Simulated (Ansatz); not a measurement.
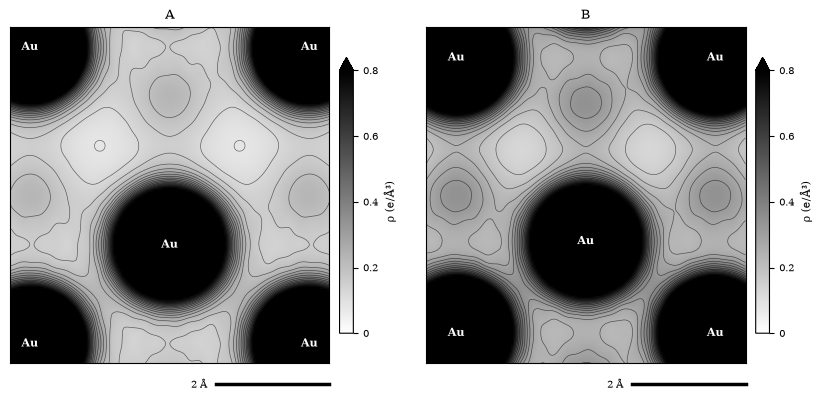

Au. The valence pseudo-density of two cells that differ in size, on the (110) plane of each (indices in the axes of the calculation cell), at one length scale and on one colour scale; one has 15.4 and the other 19.2 Å³ an atom.

Space group P6₃/mmc.

Computed with DFT PBEsol, scalar-relativistic, plane waves, PAW (Ansatz).

The larger cell:

```
Au
1.0
     3.00845    0.00000    0.00000
    -1.50422    2.60539    0.00000
     0.00000    0.00000    4.91034
Au
2
Direct
  0.33333 0.66667 0.75000
  0.66667 0.33333 0.25000
```

The smaller cell: a = 2.794 Å, b = 2.794 Å, c = 4.551 Å, α = 90.00°, β = 90.00°, γ = 120.00°.

**Which is the denser cell? Describe the effect of the change.**

Panel B is the smaller cell, by 20 % in volume. From the larger cell to the smaller, Au–Au goes from 3.01 to 2.79 Å, and the density at its midpoint from 0.23 to 0.34 e/Å³; the pressure goes from −15 to 24 GPa.
